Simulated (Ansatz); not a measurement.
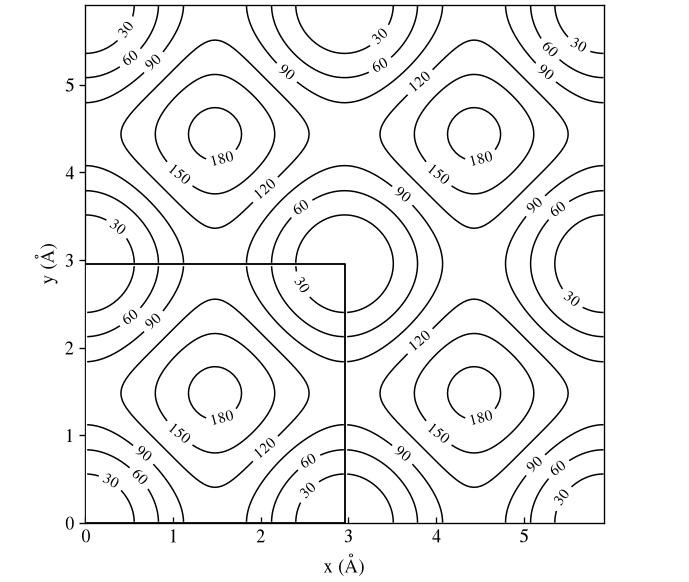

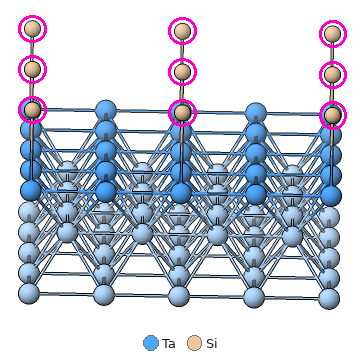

Energy landscape of Si on a Ta(100) slab cut from the Fm-3m phase, its upper half relaxed before the scan (12 atoms of substrate and one adsorbate in a 2 × 2 cell). Si is moved over the surface cell at a fixed height above a rigid substrate; the origin of the map has the adsorbate above Ta9; the height is held at 3.30 Å. Places are given modulo a cell vector. The map is drawn in real space over the plane of the surface. Grid: 6 × 6 points; 10 points were computed and 26 follow by symmetry. Places are given in fractions of the 1 × 1 surface cell. Energies: meV, counted from the lowest grid point. The runs have no spin polarisation, so an open-shell adsorbate far from the surface lies too high. At a fixed height the lowest place need not be the adsorption site. These are results of DFT PBE+D3(BJ), scalar-relativistic, plane waves, PAW in Ansatz 0.2.0, not measurements. Settings: cutoff 420 eV, k-mesh 5×5×1, gaussian smearing 0.1 eV, no spin polarisation.

The picture shows contour lines labelled in meV, the outline of one cell of the 2 × 2 shown. Between grid points the surface is interpolated. The second picture is the structure at the lowest point; rings mark the moved atoms.

What does the map say about the system?

Answer. The lowest grid point is at the top site over a surface Ta atom, (0/6, 0/6) of the cell vectors. It is the only kind of minimum in the scanned range. The highest grid point, a fourfold hollow over a second-layer Ta atom, (3/6, 3/6) of the cell vectors, lies 190 meV above the lowest. On the interpolated surface the easiest way out of the lowest well to its copy in the next cell or period passes a barrier of about 108 meV. At the lowest point the adsorbate has 1 Ta at 3.30 Å as nearest neighbours, at the highest 4 Ta at 3.91 Å.

The whole map (10 points run) took 7.3 min on 2 threads of Arm Neoverse V1 (shared host).

PAW datasets: the set soft_1.
